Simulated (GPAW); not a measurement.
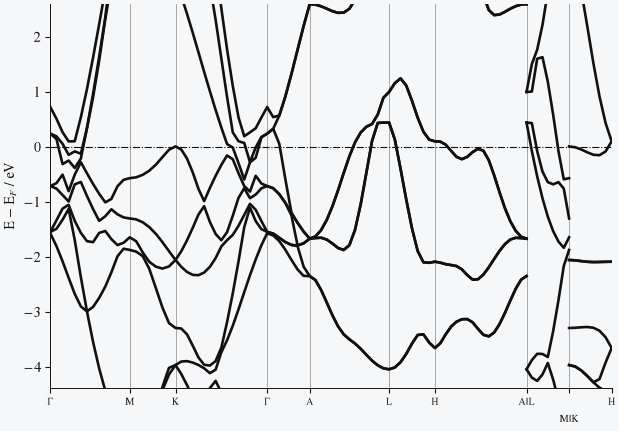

Band structure. Energies are counted from the Fermi level.

### What lattice type does the k path imply?

A hexagonal (primitive) lattice: the path Γ–M–K–Γ–A–L–H–A|L–M|K–H runs through the special points of its Brillouin zone.

System: hcp Re, space group P6_3/mmc (No. 194), 2 atoms in the cell.

```cif
data_structure
_symmetry_space_group_name_H-M 'P 1'
_symmetry_Int_Tables_number 1
_cell_length_a 2.7608
_cell_length_b 2.7608
_cell_length_c 4.4582
_cell_angle_alpha 90.000
_cell_angle_beta 90.000
_cell_angle_gamma 120.000
_cell_volume 29.43
loop_
_atom_site_label
_atom_site_type_symbol
_atom_site_fract_x
_atom_site_fract_y
_atom_site_fract_z
_atom_site_occupancy
Re1 Re 0.66667 0.33333 0.75000 1
Re2 Re 0.33333 0.66667 0.25000 1
```

GPAW 26.7.0; PBE, Re d U = 2 eV, GPAW PAW data sets (gpaw-data 1.2.1), no spin polarisation, no spin-orbit coupling, 8×8×4 k mesh, 600 eV cutoff, Fermi-Dirac smearing of 0.05 eV.

### Is there a gap at the Fermi level?

A metal: bands cross the Fermi level along this path.

### Which levels at Γ lie nearest to the Fermi level?

At Γ the nearest levels lie 0.72 eV below and 0.24 eV above the Fermi level.

Spin-orbit coupling is left out, which matters for Re. The k mesh is thin for a metal, so its Fermi level is uncertain. The cell is at 4 GPa in this functional. Bands are joined in order of energy, so crossings between the computed points show as kinks or gaps.
